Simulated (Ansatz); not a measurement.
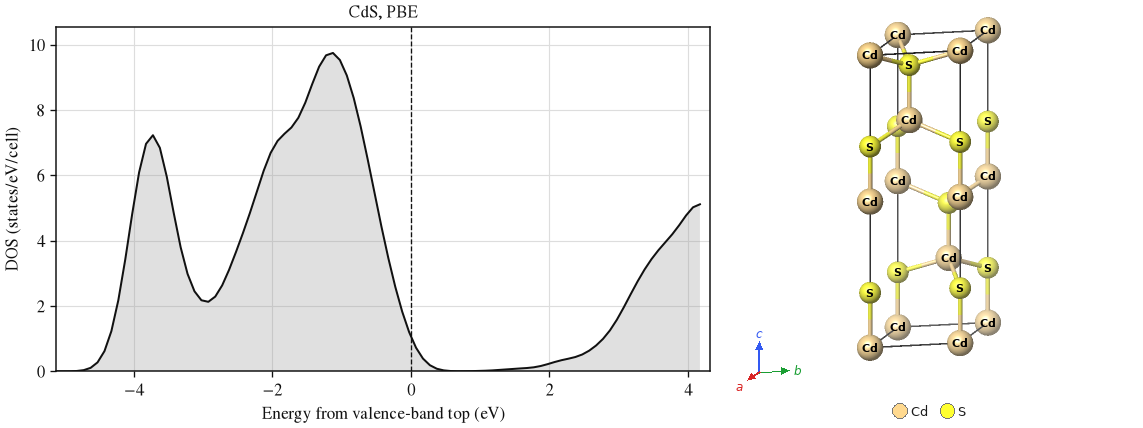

Density of states, beside the structure. Energies are counted from the top of the valence band. The DOS curve is built from the levels of the k mesh with Gaussians 0.55 eV wide, which also blur the band edges; ripples of that width can come from the mesh.

System: CdS, space group P6_3mc (No. 186), 8 atoms in the cell, relaxed with r2SCAN; a = 4.161 Å, c = 13.554 Å (hexagonal axes).

Level of theory: PBE, Ansatz PAW set, no spin polarisation, no spin-orbit coupling, 12×12×2 k mesh, 420 eV cutoff, Fermi-Dirac smearing of 0.02 eV; code Ansatz.

> Is there a gap at the Fermi level, and how wide?

There is a gap; over the k points computed it is 1.13 eV (direct to within 0.02 eV).

> Where is the tallest peak of the filled states in the window?

Within the window shown, the tallest peak of the filled states lies 1.1 eV under the valence-band top, at about 9.7 states per eV and cell.

LDA, GGA and most meta-GGA functionals understate gaps. The usual form of CdS is wurtzite or zincblende.
